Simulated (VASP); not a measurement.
**WSe2: geometry relaxation (part 2 of 4)**

Continued. System: WSe2 (slab, 6 atoms in the cell). Method: Kohn-Sham DFT of a periodic cell, LDA, VASP PAW LDA potentials, recommended, no spin polarisation (VASP 6.6.1); cutoff 600 eV, 12×12×1 k-mesh, Gaussian smearing of 0.03 eV. The structure derives from an entry of the Crystallography Open Database.

Geometry of the input (Å; fractional positions):
```
3.2900  -0.0000  0.0000
-1.6450  2.8492  0.0000
0.0000  0.0000  27.8313
Se 0.3333  0.6667  0.3234
Se 0.3333  0.6667  0.4436
Se 0.6667  0.3333  0.5564
Se 0.6667  0.3333  0.6766
W  0.6667  0.3333  0.3835
W  0.3333  0.6667  0.6165
```

OSZICAR, continued:
```
DAV:   5    -0.483736700294E+02   -0.11560E-04   -0.27804E-04  1417   0.985E-02    0.294E-02
DAV:   6    -0.483736616183E+02    0.84112E-05   -0.44875E-05  1370   0.505E-02    0.125E-02
DAV:   7    -0.483736620083E+02   -0.39007E-06   -0.76261E-06  1230   0.154E-02
  22 F= -.48373662E+02 E0= -.48373662E+02  d E =-.675017E-03
       N       E                     dE             d eps       ncg     rms          rms(c)
DAV:   1    -0.483733636211E+02    0.29800E-03   -0.24594E-02  1220   0.178E+00    0.606E-02
DAV:   2    -0.483736765685E+02   -0.31295E-03   -0.37746E-03  1178   0.383E-01    0.287E-02
DAV:   3    -0.483736688646E+02    0.77039E-05   -0.10292E-04  1234   0.793E-02    0.146E-02
DAV:   4    -0.483736682876E+02    0.57700E-06   -0.24178E-05  1428   0.269E-02    0.668E-03
DAV:   5    -0.483736685361E+02   -0.24852E-06   -0.65875E-06  1277   0.151E-02
  23 F= -.48373669E+02 E0= -.48373669E+02  d E =-.681545E-03
       N       E                     dE             d eps       ncg     rms          rms(c)
DAV:   1    -0.483737148294E+02   -0.46542E-04   -0.83928E-04  1255   0.197E-01    0.244E-02
DAV:   2    -0.483737115371E+02    0.32923E-05   -0.63809E-05  1427   0.508E-02    0.749E-03
DAV:   3    -0.483737100168E+02    0.15203E-05   -0.44207E-06  1203   0.128E-02    0.493E-03
DAV:   4    -0.483737098047E+02    0.21210E-06   -0.10412E-06   764   0.658E-03
  24 F= -.48373710E+02 E0= -.48373710E+02  d E =-.412686E-04
       N       E                     dE             d eps       ncg     rms          rms(c)
DAV:   1    -0.483738369571E+02   -0.12694E-03   -0.74137E-03  1248   0.583E-01    0.687E-02
DAV:   2    -0.483738039662E+02    0.32991E-04   -0.54701E-04  1419   0.149E-01    0.238E-02
DAV:   3    -0.483737908331E+02    0.13133E-04   -0.35894E-05  1363   0.363E-02    0.166E-02
DAV:   4    -0.483737883780E+02    0.24551E-05   -0.81251E-06  1250   0.170E-02    0.148E-02
DAV:   5    -0.483737880602E+02    0.31776E-06   -0.99678E-07   883   0.761E-03
  25 F= -.48373788E+02 E0= -.48373788E+02  d E =-.119524E-03
       N       E                     dE             d eps       ncg     rms          rms(c)
DAV:   1    -0.483739301728E+02   -0.14179E-03   -0.29556E-02  1255   0.116E+00    0.139E-01
DAV:   2    -0.483738023328E+02    0.12784E-03   -0.21854E-03  1419   0.298E-01    0.460E-02
DAV:   3    -0.483737516955E+02    0.50637E-04   -0.14594E-04  1371   0.726E-02    0.313E-02
DAV:   4    -0.483737424996E+02    0.91959E-05   -0.30804E-05  1418   0.330E-02    0.281E-02
DAV:   5    -0.483737411642E+02    0.13354E-05   -0.35995E-06  1183   0.126E-02    0.122E-02
DAV:   6    -0.483737398554E+02    0.13089E-05   -0.71205E-06  1269   0.174E-02    0.191E-03
DAV:   7    -0.483737399234E+02   -0.68051E-07   -0.95573E-07   715   0.665E-03
  26 F= -.48373740E+02 E0= -.48373740E+02  d E =-.713873E-04
       N       E                     dE             d eps       ncg     rms          rms(c)
DAV:   1    -0.483738779784E+02   -0.13812E-03   -0.11955E-02  1248   0.741E-01    0.889E-02
DAV:   2    -0.483738272873E+02    0.50691E-04   -0.88148E-04  1419   0.189E-01    0.298E-02
DAV:   3    -0.483738066355E+02    0.20652E-04   -0.59119E-05  1363   0.462E-02    0.197E-02
DAV:   4    -0.483738027749E+02    0.38606E-05   -0.13027E-05  1411   0.214E-02    0.177E-02
DAV:   5    -0.483738022459E+02    0.52901E-06   -0.11997E-06   939   0.782E-03
  27 F= -.48373802E+02 E0= -.48373802E+02  d E =-.133710E-03
       N       E                     dE             d eps       ncg     rms          rms(c)
DAV:   1    -0.483737857284E+02    0.17046E-04   -0.44437E-03  1252   0.761E-01    0.253E-02
DAV:   2    -0.483738397235E+02   -0.53995E-04   -0.68640E-04  1178   0.168E-01    0.144E-02
DAV:   3    -0.483738381024E+02    0.16211E-05   -0.15082E-05  1444   0.314E-02    0.968E-03
DAV:   4    -0.483738376816E+02    0.42078E-06   -0.49934E-06  1231   0.129E-02
  28 F= -.48373838E+02 E0= -.48373838E+02  d E =-.354357E-04
       N       E                     dE             d eps       ncg     rms          rms(c)
DAV:   1    -0.483738199489E+02    0.18153E-04   -0.20256E-03  1252   0.513E-01    0.185E-02
DAV:   2    -0.483738445839E+02   -0.24635E-04   -0.30971E-04  1178   0.112E-01    0.105E-02
DAV:   3    -0.483738437659E+02    0.81802E-06   -0.64526E-06  1380   0.213E-02
  29 F= -.48373844E+02 E0= -.48373844E+02  d E =-.415200E-04
```

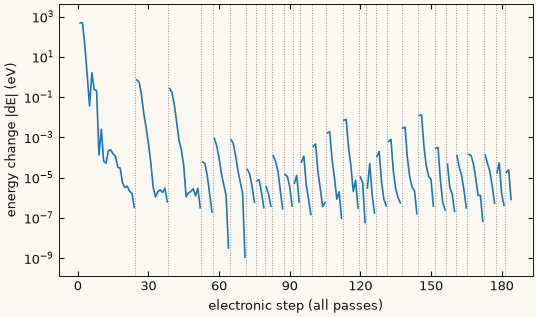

**Figure 1.** Convergence of the self-consistent field: energy change |dE| against the electronic step. Each stretch between dotted lines is the SCF of one geometry step of a relaxation. The 29 ionic steps take 3 to 24 electronic steps each. The density is held fixed in the first few steps, and dE rises again when its update begins.

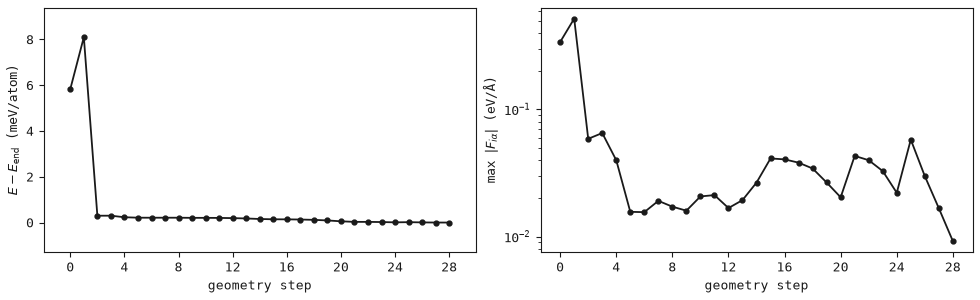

**Figure 2.** Progress of the relaxation, step by step (steps are counted from 0).

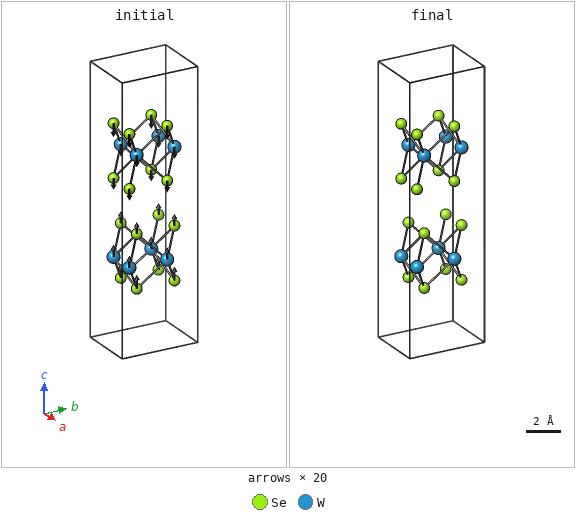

**Figure 3.** Before (left) and after (right) the relaxation, at one scale (ball-and-stick view of the 2 × 2 repeat of the cell, with the vacuum cut short, seen slightly off an axis). The black arrows give the displacements (without the part carried along by the change of the cell), magnified 20 times. The largest moves relative to the cell, 0.043 Å, are those of Se1 and Se4. By element the largest moves are Se 0.043 Å, W 0.037 Å. In the plane the drawn cell goes a 6.580 → 6.508 Å (−1.1 %), b 6.580 → 6.508 Å (−1.1 %). Among the contacts that change: Se1–W5 2.531 → 2.512 Å. The energy falls by 5.8 meV per atom in 28 geometry steps. Largest force component: 0.34 eV/Å at the start, 0.0092 eV/Å at the end. (Atoms are counted from 1 in the order of the input.)

Parts of OUTCAR:
```
SYSTEM = WSe2
   EDIFF = 1E-6
   EDIFFG = -0.01
   ENCUT = 600
   GGA = CA
   IBRION = 2
   ISIF = 3
   ISMEAR = 0
   LASPH = .True.
   LREAL = .False.
   NELM = 80
   NSW = 90
   PREC = Accurate

 ion  position               nearest neighbor table
   1  0.333  0.667  0.323-   5 2.53   5 2.53   5 2.53
   2  0.333  0.667  0.444-   5 2.53   5 2.53   5 2.53
   3  0.667  0.333  0.556-   6 2.53   6 2.53   6 2.53
   4  0.667  0.333  0.677-   6 2.53   6 2.53   6 2.53
   5  0.667  0.333  0.383-   2 2.53   2 2.53   2 2.53   1 2.53   1 2.53   1 2.53
   6  0.333  0.667  0.617-   3 2.53   3 2.53   3 2.53   4 2.53   4 2.53   4 2.53

  LATTYP: Found a hexagonal cell.
 ALAT       =     3.2900000000
 C/A-ratio  =     8.4593495441

  Lattice vectors:

 A1 = (   3.2900000000,   0.0000000000,   0.0000000000)
 A2 = (  -1.6450000000,   2.8492235800,   0.0000000000)
 A3 = (   0.0000000000,   0.0000000000,  27.8312600000)

Analysis of symmetry for initial positions (statically):
=====================================================================
 Subroutine PRICEL returns:
 Original cell was already a primitive cell.

 Routine SETGRP: Setting up the symmetry group for a
 hexagonal supercell.

 Subroutine GETGRP returns: Found 12 space group operations
 (whereof 12 operations were pure point group operations)
 out of a pool of 24 trial point group operations.

The static configuration has the point symmetry D_3d.

Analysis of symmetry for dynamics (positions and initial velocities):
=====================================================================
 Subroutine PRICEL returns:
 Original cell was already a primitive cell.

 Routine SETGRP: Setting up the symmetry group for a
 hexagonal supercell.

 Subroutine GETGRP returns: Found 12 space group operations
 (whereof 12 operations were pure point group operations)
 out of a pool of 24 trial point group operations.

The dynamic configuration has the point symmetry D_3d.

 Subroutine INISYM returns: Found 12 space group operations
 (whereof 12 operations are pure point group operations),
 and found     1 'primitive' translations

----------------------------------------------------------------------------------------

                                     Primitive cell

  volume of cell :     260.8887

  direct lattice vectors                    reciprocal lattice vectors
     3.290000000  0.000000000  0.000000000     0.303951368  0.175486404  0.000000000
    -1.645000000  2.849223580  0.000000000     0.000000000  0.350972808  0.000000000
     0.000000000  0.000000000 27.831260000     0.000000000  0.000000000  0.035930820

  length of vectors
     3.290000000  3.290000001 27.831260000     0.350972808  0.350972808  0.035930820

  position of ions in fractional coordinates (direct lattice)
     0.333333330  0.666666670  0.323377380
     0.333333330  0.666666670  0.443611250
     0.666666670  0.333333330  0.556388750
     0.666666670  0.333333330  0.676622620
     0.666666670  0.333333330  0.383494320
     0.333333330  0.666666670  0.616505680

  ion indices of the primitive-cell ions
   primitive index   ion index
                 1           1
                 2           2
                 3           3
                 4           4
                 5           5
                 6           6

----------------------------------------------------------------------------------------

 KPOINTS: k-points

Automatic generation of k-mesh.
 Grid dimensions read from file:
 generate k-points for:   12   12    1

 Generating k-lattice:

  Cartesian coordinates                     Fractional coordinates (reciprocal lattice)
     0.025329281  0.014623867  0.000000000     0.083333333  0.000000000  0.000000000
     0.000000000  0.029247734  0.000000000     0.000000000  0.083333333  0.000000000
     0.000000000  0.000000000  0.035930820     0.000000000  0.000000000  1.000000000

  Length of vectors
     0.029247734  0.029247734  0.035930820

  Shift w.r.t. Gamma in fractional coordinates (k-lattice)
     0.000000000  0.000000000  0.000000000

 Subroutine IBZKPT returns following result:
 ===========================================

 Found     19 irreducible k-points:

 Following reciprocal coordinates:
            Coordinates               Weight
  0.000000  0.000000  0.000000      1.000000
  0.083333  0.000000  0.000000      6.000000
  0.166667  0.000000  0.000000      6.000000
  0.250000  0.000000  0.000000      6.000000
  0.333333  0.000000  0.000000      6.000000
  0.416667  0.000000  0.000000      6.000000
  0.500000  0.000000  0.000000      3.000000
  0.083333  0.083333  0.000000      6.000000
  0.166667  0.083333  0.000000     12.000000
  0.250000  0.083333  0.000000     12.000000
  0.333333  0.083333  0.000000     12.000000
  0.416667  0.083333  0.000000     12.000000
  0.166667  0.166667  0.000000      6.000000
  0.250000  0.166667  0.000000     12.000000
  0.333333  0.166667  0.000000     12.000000
  0.416667  0.166667  0.000000      6.000000
  0.250000  0.250000  0.000000      6.000000
  0.333333  0.250000  0.000000     12.000000
  0.333333  0.333333  0.000000      2.000000
   k-points           NKPTS =     19   k-points in BZ     NKDIM =     19   number of bands    NBANDS=     31
   number of dos      NEDOS =    301   number of ions     NIONS =      6
   total plane-waves  NPLWV = 175616
   dimension x,y,z NGX =    28 NGY =   28 NGZ =  224
   dimension x,y,z NGXF=    56 NGYF=   56 NGZF=  448
   ions per type =               4   2
   NGX,Y,Z   is equivalent  to a cutoff of  14.15, 14.15, 13.38 a.u.
   NGXF,Y,Z  is equivalent  to a cutoff of  28.30, 28.30, 26.76 a.u.
 SYSTEM =  WSe2
   PREC   = accura    normal or accurate (medium, high low for compatibility)
   ISTART =      0    job   : 0-new  1-cont  2-samecut
   ICHARG =      2    charge: 1-file 2-atom 10-const
   ISPIN  =      1    spin polarized calculation?
   LNONCOLLINEAR =      F non collinear calculations
   LSORBIT =      F    spin-orbit coupling
   LASPH  =      T    aspherical Exc in radial PAW
   ENCUT  =  600.0 eV  44.10 Ry    6.64 a.u.   6.57  6.57 55.59*2*pi/ulx,y,z
   NELM   =     80;   NELMIN=  2; NELMDL= -5     # of ELM steps
   EDIFF  = 0.1E-05   stopping-criterion for ELM
   LREAL  =      F    real-space projection
   EDIFFG = -.1E-01   stopping-criterion for IOM
   NSW    =     90    number of steps for IOM
   IBRION =      2    ionic relax: 0-MD 1-quasi-New 2-CG
   NFREE  =      1    steps in history (QN), initial steepest desc. (CG)
   ISIF   =      3    stress and relaxation
   ISYM   =      2    0-nonsym 1-usesym 2-fastsym
   POTIM  = 0.5000    time-step for ionic-motion
   TEBEG  =    0.0;   TEEND  =   0.0 temperature during run
   PSTRESS=    0.0 pullay stress
   NELECT =      52.0000    total number of electrons
   NUPDOWN=      -1.0000    fix difference up-down
   EMIN   =  10.00;   EMAX   =-10.00  energy-range for DOS
   EFERMI =   0.00;   METHOD = LEGACY
   ISMEAR =     0;   SIGMA  =   0.03  broadening in eV -4-tet -1-fermi 0-gaus
   EFERMI_NEDOS =   21; number of points for ismear=-14 and -15
   IALGO  =     38    algorithm
   IMIX   =      4    mixing-type and parameters
     AMIX     =   0.40;   BMIX     =  1.00
     AMIX_MAG =   1.60;   BMIX_MAG =  1.00
  volume/ion in A,a.u.               =      43.48       293.43
  Fermi-wavevector in a.u.,A,eV,Ry     =   0.956293  1.807131 12.442470  0.914496
  Thomas-Fermi vector in A             =   2.085208
   LORBIT       =      0    0 simple, 1 ext, 2 COOP (PROOUT), +10 PAW based schemes
   GGA     = CA    functional components
   LHFCALC =     F    Hartree Fock is set to
   AEXX    =    0.0000 exact exchange contribution
   IVDW    =     0    specifies the selected vdW correction
   LEPSILON=     F    determine dielectric tensor
   LRPA    =     F    only Hartree local field effects (RPA)
 conjugate gradient relaxation of ions
 non-spin polarized calculation
 Gauss-broadening in eV      SIGMA  =   0.03
  energy-cutoff  :      600.00
  volume of cell :      260.89
 maximum number of plane-waves:      8823
 NGX is ok and might be reduce to    28
   NGX = 13   NGY = 13   NGZ =111

--------------------------------------- Ionic step        1  -------------------------------------------

 number of electron      51.9999996 magnetization

 Free energy of the ion-electron system (eV)
  ---------------------------------------------------
  ext. energy  EPLUGINS =         0.00000000
  ---------------------------------------------------
  free energy    TOTEN  =       -48.33884648 eV

  energy without entropy =      -48.33884648  energy(sigma->0) =      -48.33884648

------------------------ aborting loop because EDIFF is reached ----------------------------------------

  FORCE on cell =-STRESS in cart. coord.  units (eV):
  Direction    XX          YY          ZZ          XY          YZ          ZX
  --------------------------------------------------------------------------------------
  -------------------------------------------------------------------------------------
  Total       -2.7641491     -2.7641491     -2.2479090      0.0000000     -0.0000000      0.0000000
  in kB      -16.9752722    -16.9752722    -13.8049237      0.0000000     -0.0000000      0.0000000
  external PRESSURE =     -15.9184894 kB  Pullay stress =       0.0000000 kB

 VOLUME and BASIS-vectors are now :
 -----------------------------------------------------------------------------
  energy-cutoff  :      600.00
  volume of cell :      260.89
      direct lattice vectors                 reciprocal lattice vectors
     3.290000000  0.000000000  0.000000000     0.303951368  0.175486404  0.000000000
    -1.645000000  2.849223580  0.000000000     0.000000000  0.350972808  0.000000000
     0.000000000  0.000000000 27.831260000     0.000000000  0.000000000  0.035930820

 POSITION                                       TOTAL-FORCE (eV/Angst)
 -----------------------------------------------------------------------------------
     -0.00000      1.89948      9.00000         0.000000     -0.000000      0.339163
     -0.00000      1.89948     12.34626         0.000000      0.000000     -0.258141
      1.64500      0.94974     15.48500        -0.000000     -0.000000      0.258141
      1.64500      0.94974     18.83126        -0.000000      0.000000     -0.339163
      1.64500      0.94974     10.67313         0.000000      0.000000     -0.044613
     -0.00000      1.89948     17.15813         0.000000      0.000000      0.044613
 -----------------------------------------------------------------------------------
    total drift:                                0.000000     -0.000000     -0.000000

  FREE ENERGIE OF THE ION-ELECTRON SYSTEM (eV)
  ---------------------------------------------------
  free  energy   TOTEN  =       -48.3388464850 eV

  energy  without entropy=      -48.3388464850  energy(sigma->0) =      -48.33884648

--------------------------------------- Ionic step        2  -------------------------------------------

 number of electron      52.0000003 magnetization

------------------------ aborting loop because EDIFF is reached ----------------------------------------
```
